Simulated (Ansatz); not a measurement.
```
Pt
1.0
     2.55266    0.00000    0.00000
     0.00000    2.55266    0.00000
     0.00000    0.00000    2.55266
Pt
1
Direct
  0.00000 0.00000 0.00000
```

Space group Pm-3m; set up as Pt, simple cubic; a generated structure, not necessarily the stable one; changed on purpose from its base cell (volume × 0.92); computed pressure about 19 GPa in this cell; the program warned that a starting moment wasn't kept; spin-polarised, but the moments vanished.

Computed with DFT, PBE, plane waves (420 eV) with PAW, scalar-relativistic (Ansatz 0.2.0).

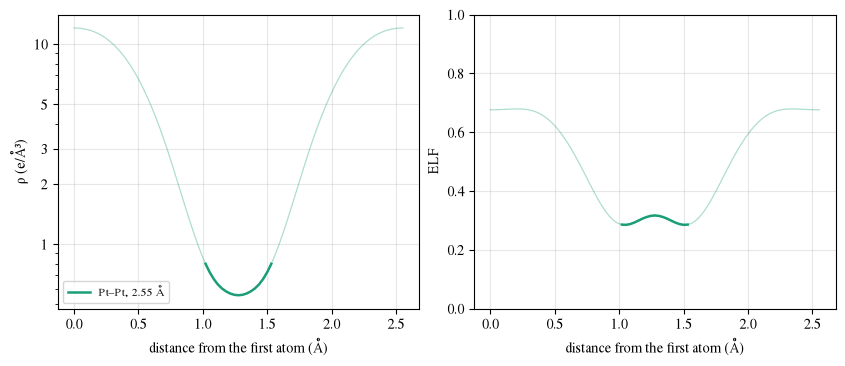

Pt. Valence electron density and ELF along straight lines between neighbouring atoms. Thin, pale parts lie inside the atomic spheres.

Core electrons are frozen (PAW), and the valence fields are smoothed inside the atomic spheres.

### What can be read from the curves?

Pt–Pt (2.55 Å): ρ at the midpoint is about 0.56 e/Å³; the ELF is about 0.30 at the midpoint.
